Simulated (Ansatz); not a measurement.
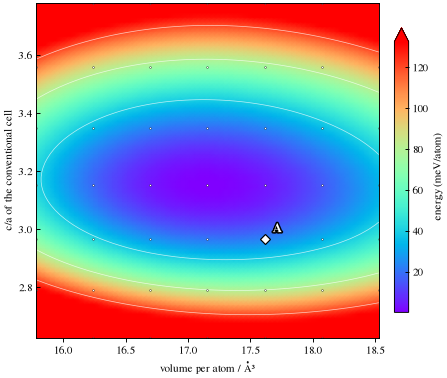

Ti3Al (P-6m2, No. 187; 4 atoms in the cell). 
- The energy is mapped over volume and the cell's shape.
- First axis: volume per atom. Second axis: c/a of the conventional cell.
- Nothing is relaxed (fractional coordinates fixed).
- The scan uses a 7 × 7 grid.
- Points are written as (first, second).
- Energies: meV/atom, counted from the lowest grid point.
- Theory: DFT PBE, scalar-relativistic, plane waves, PAW in Ansatz 0.2.0. Settings: cutoff 520 eV, k-mesh 18×18×6 in the order of the run's cell vectors, gaussian smearing 0.15 eV, no spin polarisation.

The picture shows a smooth colour map with a few white contour lines, dots at the grid points, one colour for all values above the top of the scale, the point A. Between grid points the surface is interpolated.

Is A at rest? If not, where is it pushed?

Answer. A, at (17.61 Å³, 2.966), is not a stationary point. The computed force is 13 meV/atom for each Å³ towards smaller values of volume per atom and 220 meV/atom for each unit towards larger values of c/a of the conventional cell.

PAW datasets: the set soft_1.
